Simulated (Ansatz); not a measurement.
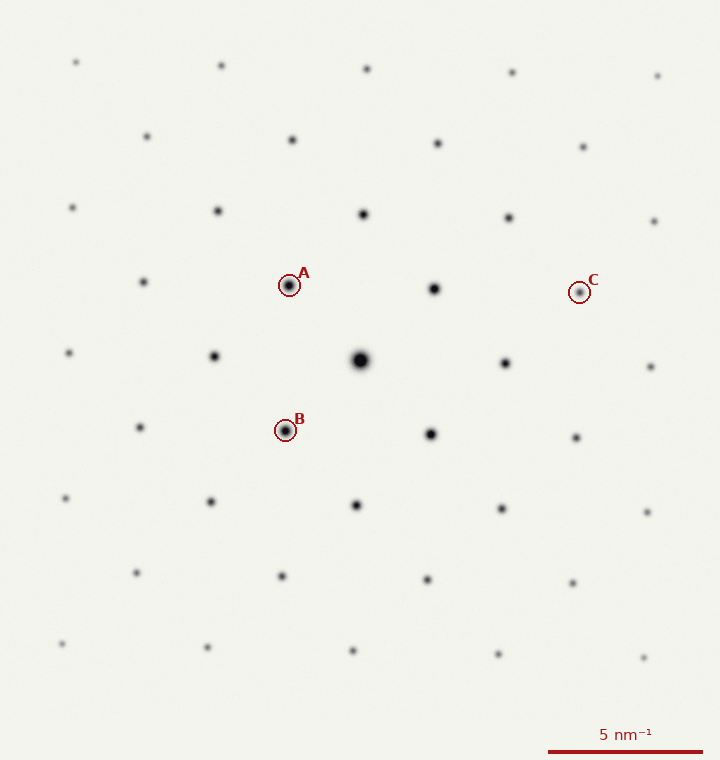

Computed electron diffraction pattern, 80 kV, single scattering only, B = 0.8 Å². The zone axis points towards the electron source and the pattern is seen from the source side.

La, space group Im-3m (No. 229), a = 4.211 Å. Structure: the input geometry of an electronic-structure calculation (not necessarily at equilibrium); the starting structure was generated, so it need not be a known form of this composition.

```tsv
atom	site	symmetry	x	y	z
La	2a	m-3m	0.0000	0.0000	0.0000
```

Spot A is indexed -1 -1 0 and spot B 1 -1 0.

Question: Index the other marked spot.

Answer: C = −A − 2B = -1 3 0 (d = 1.332 Å).

Question: Find the zone axis.

Answer: The cross product of A and B is parallel to [001]; every spot obeys hu + kv + lw = 0.
